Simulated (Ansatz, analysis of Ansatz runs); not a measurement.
# SrCl2(111): segregation of V_Cl, part 3 of 3

How does the energy of V_Cl change with depth under the (111) face of SrCl2? Model: a cell of 36 host atoms with 1 Cl taken out, a symmetric slab with vacuum.

Ansatz 0.2.0; plane-wave PAW DFT, PBE and LDA; a slab with vacuum, neutral defects.

So far. Step 5 (Energies and states): Under PBE, periodic cell with vacuum at the first k-point of a 2×2×1 Γ-centred mesh, the highest filled state is spin up, spread over 10 of 35 atoms, and the lowest empty one, 0.66 eV above it, is spin down, spread over 18 of 35 atoms.

## Step 5: Energies and states (continued)

Level of this step: plane-wave PAW DFT, PBE, periodic cell with vacuum; single point of a neutral defect in a slab on the structure relaxed with PBE (Ansatz).

Valence electrons by atom (Löwdin), nearest atoms first, with the excess over far atoms of the same element, which can also hold differences between inequivalent host sites (the log counts sites from 0):

```tsv
atom	distance from the centre (Å)	electrons	excess
Sr28	3.01	8.421	0.094
Sr21	3.02	8.430	0.103
Sr30	3.02	8.431	0.104
Sr12	3.03	8.430	0.103
Cl26	3.42	7.734	-0.014
Cl17	3.42	7.734	-0.014
Cl34	3.42	7.734	-0.014
Cl7	3.46	7.729	-0.018
```

The atoms' spheres hold 0.21 of the 1 μB, none over 0.04 μB.

Contact couplings A = (2/3) μ0 ge μB gN μN ρs / (2S h), for each element's most abundant magnetic isotope:

```tsv
atom	isotope	distance from the centre (Å)	contact spin density (e/Å³)	A (MHz)
Sr28	87Sr	3.01	1.47	-42.5
Sr30	87Sr	3.02	1.14	-32.7
Sr21	87Sr	3.02	1.13	-32.5
Sr12	87Sr	3.03	1.11	-32.1
Cl34	35Cl	3.42	0.372	24.1
Cl26	35Cl	3.42	0.371	24.1
Cl17	35Cl	3.42	0.371	24.1
Cl25	35Cl	3.46	0.357	23.2
Cl7	35Cl	3.46	0.357	23.2
Cl16	35Cl	3.46	0.356	23.2
```

Against the clean slab and Cl (Cl2 molecule):

```tsv
layer	depth (Å)	total moment (μB)	formation energy (eV)	against the deepest layer (eV)
1	0.00	1	4.48	0.09
2	2.15	1	4.40	0.01
3	4.16	1	4.39	0.00
```

## Step 6: The same structures under LDA

LDA on the same structures tests whether the order of the layers belongs to the functional.

layer1_M1.point.lda/input.yaml reads:

```yaml
crystal:
  lattice:
    - [9.89878, 0.0, 0.0]
    - [4.94939, 8.572596, 0.0]
    - [0.0, 0.0, 23.0]
  atoms:
    - { symbol: Sr, position: [-0.00075862, -0.00023544, 0.67703526] }
    - { symbol: Sr, position: [0.33258038, 0.3331057, 0.32245524] }
[... 4 atom lines left out ...]
    - { symbol: Cl, position: [0.169674, 0.17018036, 0.6334569] }
[... 1 atom line left out ...]
    - { symbol: Sr, position: [-0.00690077, 0.50280963, 0.67552735] }
[... 6 atom lines left out ...]
    - { symbol: Cl, position: [0.16968097, 0.65886988, 0.63342215] }
[... 1 atom line left out ...]
    - { symbol: Sr, position: [0.50241652, -0.00655241, 0.67551299] }
[... 6 atom lines left out ...]
    - { symbol: Cl, position: [0.65837789, 0.17017935, 0.63343994] }
[... 1 atom line left out ...]
    - { symbol: Sr, position: [0.50230567, 0.50284926, 0.67553531] }
[... 7 atom lines left out ...]
    - { symbol: Cl, position: [0.49945639, 0.49993112, 0.27351846] }
basis:
  ecutwfc: 420
  xc_grid: 2
hamiltonian:
  xc: lda
kpoints:
  mp_grid: { grid: [2, 2, 1] }
magnetization:
  spin_polarized: true
  initial_magnetization: 1
  spin_locking: { lock_magnetization: hard }
scf:
  occupations: { method: fermi_dirac, width: 0.01 }
  max_iter: 100
output:
  forces: true
  eigenvalues: true
  eigenstates: { localisation: true }
  populations: true
checkpoint:
  write: "../layer1_M1.point.lda.run"
  compress: false
  write_wavefunctions: false
  write_every: 100000
```

Run with:

```bash
$ ansatz run input.yaml --threads 4 --pin off --max-ram 15073MiB --backend cpu --events-out ev --progress --plain --runs-dir out
```

Numbers of over 12 decimals in the logs are rounded to 6 here.

What it wrote:

```text
[...]
Crystal: 35 atoms, lattice volume = 1951.740 Å³
Basis set: ecut = 420 eV, 38177 PW (Γ), exchange–correlation on 144×144×320 points (8 copies of the dense FFT grid, shifted against one another)
Bands: 176, of which v1, the nominal top of the filled ones, is band 141 counted from 1 (140 counted from 0)
Symmetry: 1 space group operations
[...]
k-points: 4
[...]
Starting moments: Σ|m| = 1 μB on 35 of 35 sites
[...]
SCF iter   1: F=—  HF=-65432.545169 eV  |F-HF|=—  |Δ(HF+E_count)|=         —  Δρ=9.38e-3 (↑8.57e-3 ↓9.38e-3)  dr2=1.46e1  dr2_m=1.74e-2  M=1.000 μB ∫|m|=1.001 μB  β_m=0.30  ethr=3.10e-3  ⟨swp⟩=15.4  Hψ=9515  notcnv=0  defer=81
[...]
[... 4 atoms left out ...]
  atom  32  Cl    -0.00548179    -0.00336852    -0.30486418
  [... 3 atoms left out ...]
  max |Σ_I F_I| component: 1.44e-5 eV/Å
--- Band table (eV; the first three rows and the last of 8) ---
[...]
[... further k-points left out ...]
--- Löwdin populations: 35 sites ---
  site symbol       q [e]    m [muB]
     0     Sr      8.3470     0.0096
     1     Sr      8.3419     0.0009
  [... 4 atoms left out ...]
     6     Cl      7.7181     0.0113
  [... 1 atom left out ...]
     8     Sr      8.4789     0.1773
  [... 4 atoms left out ...]
    13     Cl      7.7399     0.0065
  [... 1 atom left out ...]
    15     Cl      7.7181     0.0113
  [... 1 atom left out ...]
    17     Sr      8.4786     0.1770
  [... 3 atoms left out ...]
    21     Cl      7.7115     0.0039
    22     Cl      7.7399     0.0065
  [... 1 atom left out ...]
    24     Cl      7.7181     0.0113
  [... 1 atom left out ...]
    26     Sr      8.4789     0.1774
  [... 4 atoms left out ...]
    31     Cl      7.7399     0.0065
  [... 3 atoms left out ...]
  spilling = 0.009997 (of n_electrons = 281.000000)
[key lines of the parts left out:]
SCF converged after 11 iterations
Magnetization: 1.0000 μB (141.0000 up, 140.0000 down)
Free energy (F): -65428.130306 eV
Fermi energy:    2.313059 (↑ 2.537605, ↓ 0.107758) eV
```

Elapsed: 1.9 min, on 4 threads of Arm Neoverse V1, shared host; peak memory 6.3 GiB.

Against the clean slab and Cl (Cl2 molecule):

```tsv
layer	depth (Å)	total moment (μB)	formation energy (eV)	against the deepest layer (eV)
1	0.00	1	4.65	-0.12
2	2.15	1	4.76	-0.01
3	4.16	1	4.76	0.00
```

The highest layer obtained now stands −0.12 eV from the deepest, against +0.09 eV before.

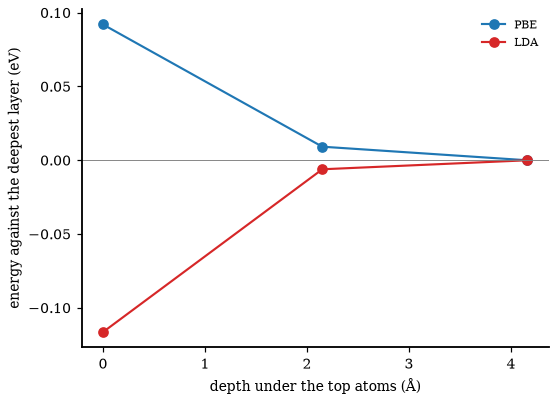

Lowest energy of the defect in each layer, against the deepest one.

## Step 7: Outcome

- highest less deepest of the layers obtained (PBE): 0.09 eV
- layer of the lowest energy (PBE): 3
- highest less deepest of the layers obtained (LDA): -0.12 eV
- layer of the lowest energy (LDA): 1

In words: Under PBE V_Cl is 0.09 eV higher in layer 1 than in layer 3, 4.2 Å down, so of the sites run the one at the surface is the less favoured. The two deepest layers differ by 0.01 eV, so the energy levels off towards the middle. The functionals name different layers as lowest. The clean slab's gap at this sampling is 5.19 eV. Limits: neutral states alone; one site a layer, which need not be the same crystallographic site in every layer, at most four layers; one defect on one side of the slab, 9.9 Å from its images and with no dipole correction; the deepest layer of so thin a slab is not yet bulk, and the thickness was not varied; the in-plane lattice is the database's, not relaxed here; no adsorbates, no temperature.

[Logs are printed without paths, hosts, clocks, repeated set-up lines and the standing remarks that a program may print on its own settings, such as how far it seeks lower states.]

[Hosts, paths, dates, database ids (printed as entryN), source tags and the programs' standing remarks are cut or masked in the printed files.]

[Maps of the electrostatic potential energy from Ansatz leave out the sawtooth potential of an applied field or a dipole correction, so their vacuum need not be flat.]
